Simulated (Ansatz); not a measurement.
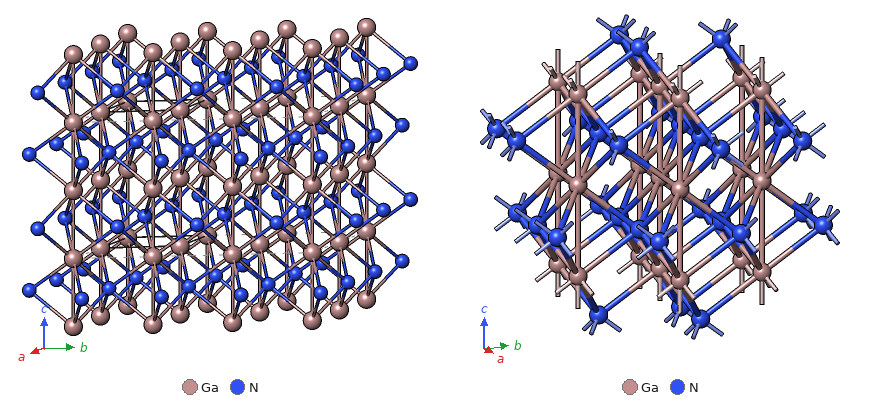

Left: the structure. Right: its underlying net. Nodes are coloured by element. Short stubs are edges that leave the cut-out.

GaN (space group P6_3/mmc, No. 194): the end point of a relaxation with Ansatz 0.2.0, DFT, PBE, plane waves, PAW; the starting structure was generated, so it need not be a known form of this composition.

Bonds are taken as Ga–Ga below 2.8 Å and Ga–N below 2.4 Å; no other contact counts. Atoms with one bond or none are removed and atoms with two bonds are replaced by edges, until no such atom is left.

The result is a binodal (6,8)-connected, three-periodic net: N is a 6-connected node; Ga is an 8-connected node, in the ratio 1:1. It is a single net, without interpenetration.

```csv
node,links,point symbol,coordination sequence
N,6,3^3.4^6.5^6,6 24 56 96 152 216
Ga,8,3^6.4^12.5^6.6^4,8 26 56 98 152 218
```
